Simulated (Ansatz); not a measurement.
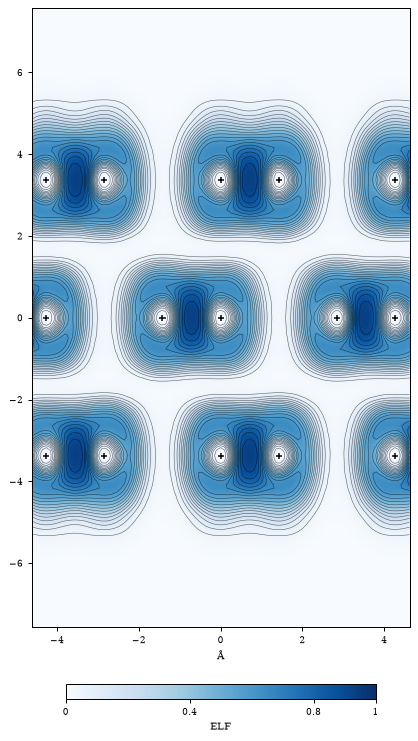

The electron localisation function on a plane through atoms (crosses mark nuclei in the plane).

Level of theory: DFT PBE+D3(BJ), scalar-relativistic, plane waves, PAW (Ansatz 0.2.0).

Candidates:
A. C (slab), a = 4.93 Å, b = 4.93 Å, c = 23.74 Å, α = 90.00°, β = 90.00°, γ = 120.00°. 
B. HC24 (slab), a = 4.93 Å, b = 4.93 Å, c = 25.74 Å, α = 90.00°, β = 90.00°, γ = 120.00°. Computed without spin polarisation.

Q: Which system is this?

A: Candidate A: C on the (110) plane of the calculation cell, a cut from vacuum to vacuum, which holds C. C–C (1.42 Å): the ELF peaks at about 0.95 between the atoms: a covalent bond.
